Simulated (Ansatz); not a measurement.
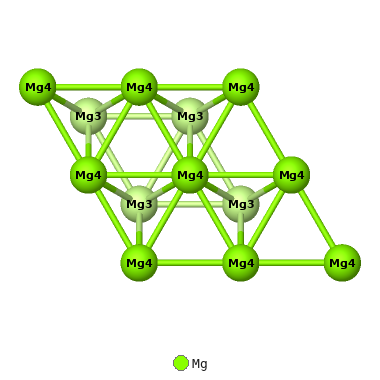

The system is H on a Mg(001) slab cut from the R-3m phase (4 atoms of substrate and one adsorbate in a 1 × 1 cell); the picture shows it without the atoms that are moved over the map. One H atom a 1 × 1 cell is placed over a mesh of places on the rigid (0 0 1) surface, and only its height is relaxed. Places are given modulo a cell vector. The map is drawn in real space over the plane of the surface. The scan uses a 4 × 4 grid. Energies are in eV, from the lowest grid point. This mesh misses the points at thirds of the hexagonal cell. With one adsorbate in each 1 × 1 cell, its nearest image is 3.2 Å away, so neighbouring adsorbates interact. All numbers below come from DFT PBEsol, scalar-relativistic, plane waves, PAW (Ansatz).

Range: place along a₁ from 0.00 to 0.75; place along a₂ from 0.00 to 0.75.

Question: What landscape does the calculation give?

Answer: The lowest grid point is at a bridge site between two Mg atoms, (0/4, 2/4) of the cell vectors. The same energy is found at a bridge site between two Mg atoms, (2/4, 0/4) of the cell vectors; a bridge site between two Mg atoms, (2/4, 2/4) of the cell vectors. The highest grid point, the top site over a surface Mg atom, (0/4, 0/4) of the cell vectors, lies 0.90 eV above the lowest. At the lowest point the adsorbate has 2 Mg at 1.89 Å as nearest neighbours, at the highest 1 Mg at 1.73 Å. Its relaxed height above the top atom is 1.02 Å at the lowest and 1.73 Å at the highest point.

```csv
"place along a₂ ↓, place along a₁ →",0/4,1/4,2/4,3/4
3/4,0.60,0.10,0.10,0.60
2/4,0.00,0.10,0.00,0.06
1/4,0.60,0.60,0.06,0.06
0/4,0.90,0.60,0.00,0.60
```

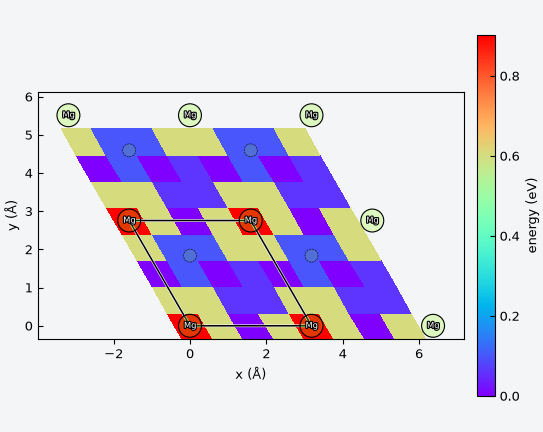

The picture shows one coloured cell a grid point, labelled circles for the atoms of the top layer and small ones for the second layer, the outline of one cell of the 2 × 2 shown.
